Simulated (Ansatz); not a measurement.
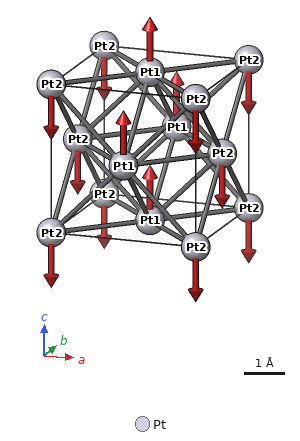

Phonons of crystalline Pt, at the zone centre of a doubled cell. The levels lie at 130 (×2), 194 cm⁻¹. One mode is drawn. The red arrows are the displacements of the atoms (eigenvector over the root of the mass), of arbitrary overall length and sign. A ball-and-stick model of the conventional cell (2 times the calculation's cell), seen slightly off an axis. Lengths and directions refer to the drawn axes.

Level of theory: Ansatz 0.2.0, DFT PBEsol, scalar-relativistic, plane waves, PAW. Set-up: plane-wave cutoff 420 eV; k-point mesh 18 × 18 × 12; occupations gaussian; smearing width 0.15 eV; no spin polarisation.

Which of these frequencies is the drawn mode's?

Answer. The level at 130 cm⁻¹. This is a doubly degenerate mode (one member of the set is drawn), the lowest level (the three translations aside). All motion is along c; atoms of one kind move against one another, with no net shift of their sublattice. It changes sign from one half of the doubled cell to the other: it belongs to the zone boundary, q = (0, 1/2, 1/2) in the reciprocal vectors of the undoubled cell.
